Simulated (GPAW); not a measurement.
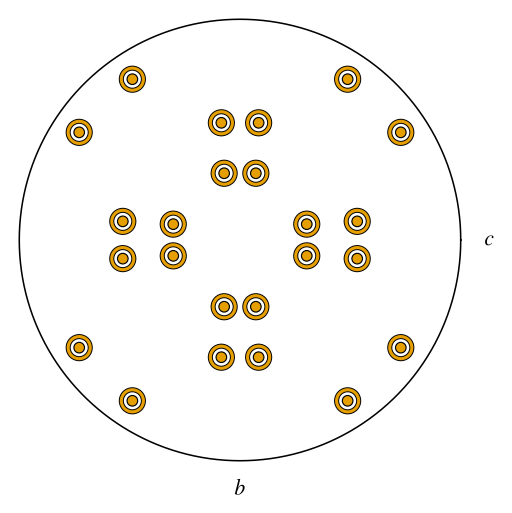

Stereographic projection: filled dots lie in the upper hemisphere, open rings in the lower. The a axis points at the viewer. The poles are all faces of one general form. Computed from the symmetry operations of a computed or model structure of composition Si.

### Identify the point group and its elements.

m-3m (Oh), order 48, cubic system: three fourfold axes, four threefold axes, six twofold axes, nine mirror planes, an inversion centre.

### Which physical properties does it allow?

It is centrosymmetric, so neither piezoelectric nor pyroelectric; it is not chiral.
